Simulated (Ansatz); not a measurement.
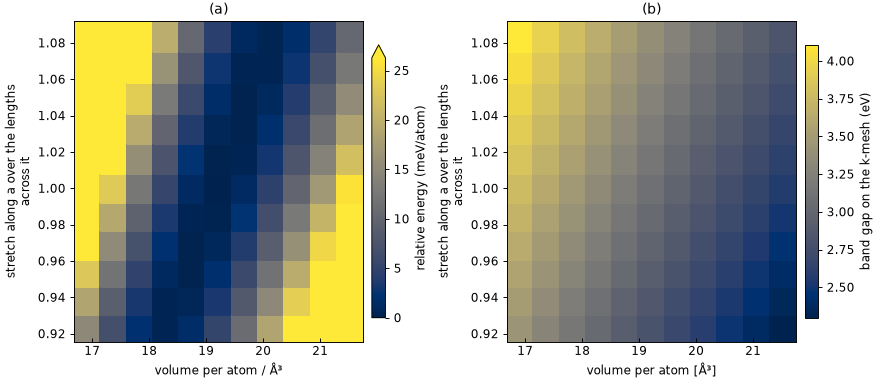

F (C2/m, No. 12; 4 atoms in the cell). The energy is mapped over volume and the cell's shape. First axis: volume per atom. Second axis: stretch along a over the lengths across it, relative to the relaxed cell. Nothing is relaxed (fractional coordinates fixed). The scan uses an 11 × 11 grid. Points are written as (first, second). Energies are in meV/atom, from the lowest grid point. The cutoff or the k-mesh is coarse on purpose, so the values aren't converged. Method: DFT PBEsol, scalar-relativistic, plane waves, PAW (Ansatz 0.2.0). Settings: cutoff 520 eV, k-mesh 4×4×2 in the order of the run's cell vectors, gaussian smearing 0.05 eV, no spin polarisation.

Panel (a) is the energy and panel (b) the computed band gap on the k-mesh on the same grid.

The picture shows one coloured cell a grid point, one colour for all values above the top of the scale.

**How does the band gap on the k-mesh vary over the map, and what is it at the lowest grid point?**

It runs from 2.30 eV at (21.52 Å³, 0.923) to 4.11 eV at (16.91 Å³, 1.083). At the lowest grid point, (19.22 Å³, 1.000), it is 3.09 eV.

```csv
"second ↓, first →",16.91,17.37,17.83,18.29,18.76,19.22,19.68,20.14,20.60,21.06,21.52
1.083,4.11,3.95,3.79,3.65,3.51,3.38,3.26,3.14,3.03,2.92,2.82
1.066,4.04,3.88,3.73,3.59,3.45,3.33,3.20,3.09,2.98,2.87,2.77
1.049,3.97,3.82,3.67,3.53,3.40,3.27,3.15,3.03,2.92,2.82,2.71
1.033,3.91,3.75,3.61,3.47,3.33,3.21,3.09,2.98,2.87,2.76,2.66
1.016,3.84,3.69,3.54,3.40,3.27,3.15,3.03,2.92,2.81,2.71,2.61
1.000,3.77,3.62,3.48,3.34,3.21,3.09,2.97,2.86,2.76,2.66,2.56
0.984,3.70,3.56,3.41,3.28,3.15,3.03,2.92,2.81,2.70,2.60,2.51
0.968,3.64,3.49,3.35,3.22,3.09,2.97,2.86,2.75,2.65,2.55,2.46
0.953,3.57,3.42,3.29,3.15,3.03,2.91,2.80,2.69,2.59,2.50,2.40
0.938,3.50,3.36,3.22,3.09,2.97,2.85,2.74,2.64,2.54,2.44,2.35
0.923,3.43,3.29,3.16,3.03,2.91,2.79,2.69,2.58,2.48,2.39,2.30
```
